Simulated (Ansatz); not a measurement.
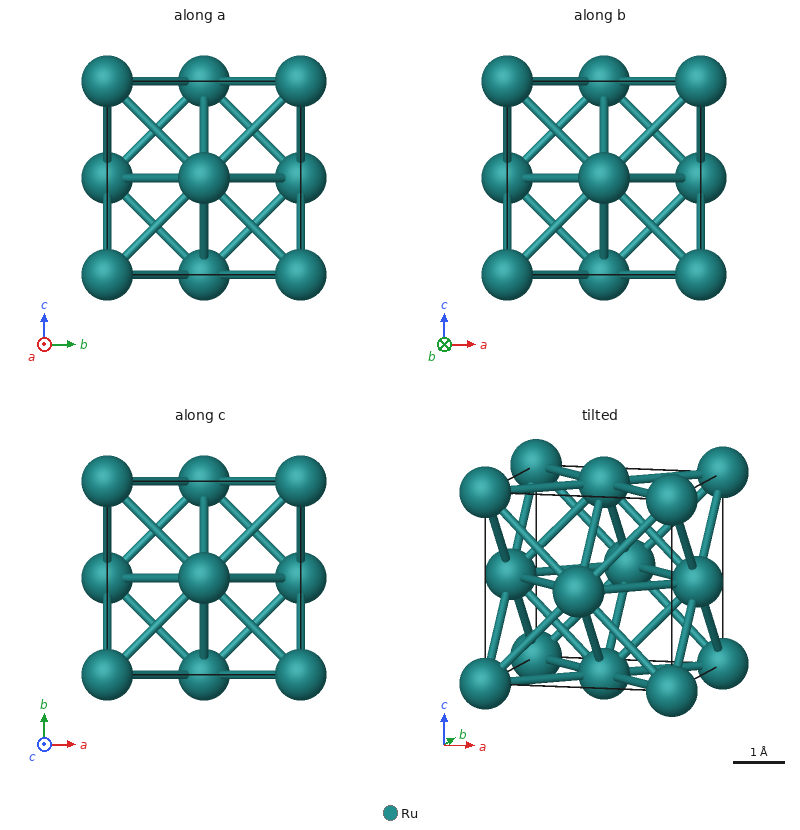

The figure gives a ball-and-stick picture of the atoms, viewed along the a axis, along the b axis, along the c axis and slightly off an axis. Thin lines show the conventional unit cell, with boundary atoms drawn in all their periodic places.

Lattice parameters: a = 3.8106 Å, b = 3.8106 Å, c = 3.8106 Å, α = 90.000°, β = 90.000°, γ = 90.000°.

Question: Express the structure as a CIF with its space group and independent sites.

Answer:
```cif
data_structure
_symmetry_space_group_name_H-M 'F m -3 m'
_symmetry_Int_Tables_number 225
_cell_length_a 3.8106
_cell_length_b 3.8106
_cell_length_c 3.8106
_cell_angle_alpha 90.000
_cell_angle_beta 90.000
_cell_angle_gamma 90.000
_cell_volume 55.33
loop_
_atom_site_label
_atom_site_type_symbol
_atom_site_symmetry_multiplicity
_atom_site_Wyckoff_symbol
_atom_site_fract_x
_atom_site_fract_y
_atom_site_fract_z
_atom_site_occupancy
Ru1 Ru 4 a 0.0000 0.0000 0.0000 1
```

The model was built from a structure type filled with this element by a generator (whether the element takes this form wasn't checked). The structure drawn was relaxed with DFT PBE, scalar-relativistic, plane waves, PAW (Ansatz 0.2.0).
